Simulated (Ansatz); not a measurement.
System: Si4W.

```
CELL_PARAMETERS angstrom
3.32941 0.00000 0.00000
0.00000 3.32941 0.00000
0.00000 0.00000 12.70586
ATOMIC_POSITIONS crystal
Si 0.00000 0.00000 0.21064
Si 0.50000 0.50000 0.71064
Si 0.50000 0.50000 0.28936
Si 0.00000 0.00000 0.78936
Si 0.00000 0.00000 0.40196
Si 0.50000 0.50000 0.90196
Si 0.50000 0.50000 0.09804
Si 0.00000 0.00000 0.59804
W 0.00000 0.00000 0.00000
W 0.50000 0.50000 0.50000
```

Space group I4/mmm; a generated structure, not necessarily the stable one.

Level of theory: DFT PBE, scalar-relativistic, plane waves, PAW in Ansatz.

What will maps of the valence pseudo-density and electron localisation function show?

Answer. Si–Si (2.43 Å): the density is about 0.44 e/Å³ at the midpoint; the ELF peaks at about 0.80 between the atoms.
Si–W (2.66 Å): ρ is about 0.39 e/Å³ halfway; the ELF peaks at about 0.75 in the valence shell of Si, 0.9 Å from its nucleus, and is about 0.45 at the midpoint.
Si–Si (2.49 Å): ρ at the midpoint is about 0.36 e/Å³; the ELF peaks at about 0.50 in the valence shell of Si, 1.0 Å from its nucleus, and is about 0.50 at the midpoint.
Si–Si (2.56 Å): ρ is about 0.38 e/Å³ halfway; the ELF peaks at about 0.75 between the atoms.
Bader's partition of the density gives Si −0.06 and W +0.23 e.

Does the calculation make it a metal, or give it a gap?

Answer. It is metallic or semimetallic at this level of theory: no gap opens.

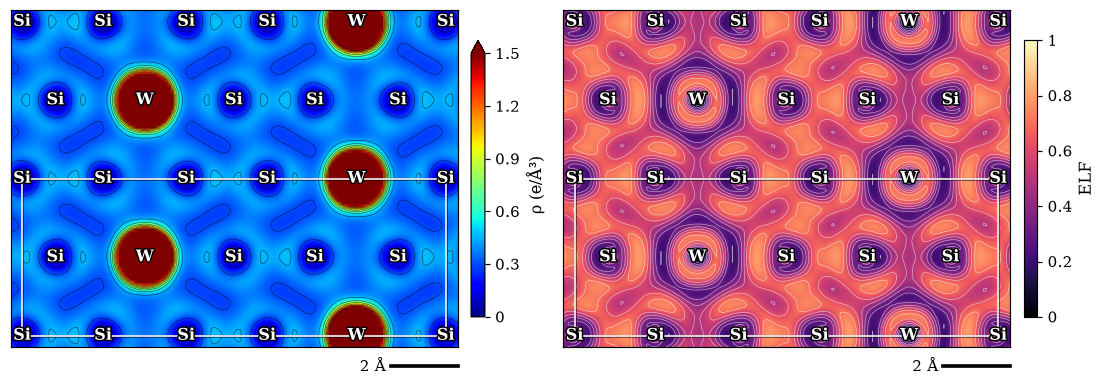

Computed valence pseudo-density and electron localisation function on the (110) plane of the conventional cell, in this order. 

In a PAW calculation such maps are meaningful between the atoms, not at the nuclei.
